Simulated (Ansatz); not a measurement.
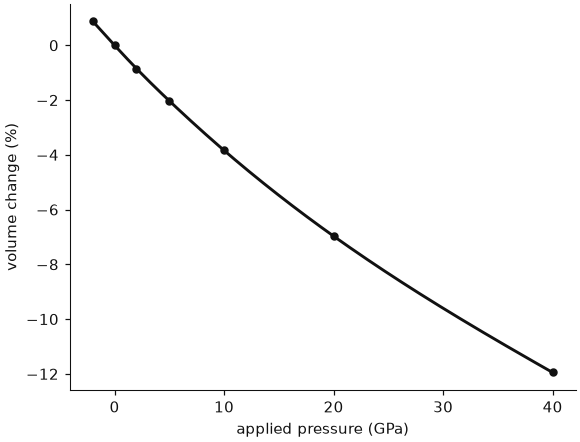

Computed with Ansatz 0.2.0: volume, enthalpy and cell of a crystal along a series of hydrostatic pressures at zero temperature, keeping its symmetry; changes are against the given cell; the k mesh follows the cell and the gap; plane waves with PAW datasets, Γ-centred k mesh. Level: PBEsol, collinear spin. The state reached is without moments.

```
                        setting     value
                    wave cutoff    420 eV
                    occupations  Gaussian
        k mesh at zero pressure  12×12×12
smearing width at zero pressure    0.1 eV
```

Cell as given: a = 3.528 Å, b = 3.528 Å, c = 3.528 Å, α = 90.00°, β = 90.00°, γ = 90.00°; 4 atoms.

Figure. Volume change against applied pressure for TiCo₃, space group Pm-3m (No. 221).

The volume change falls from 0.88 % at applied pressure −2 GPa to −11.95 % at 40 GPa. The solid is metallic at every point.

Keep in mind: starting moments lost.
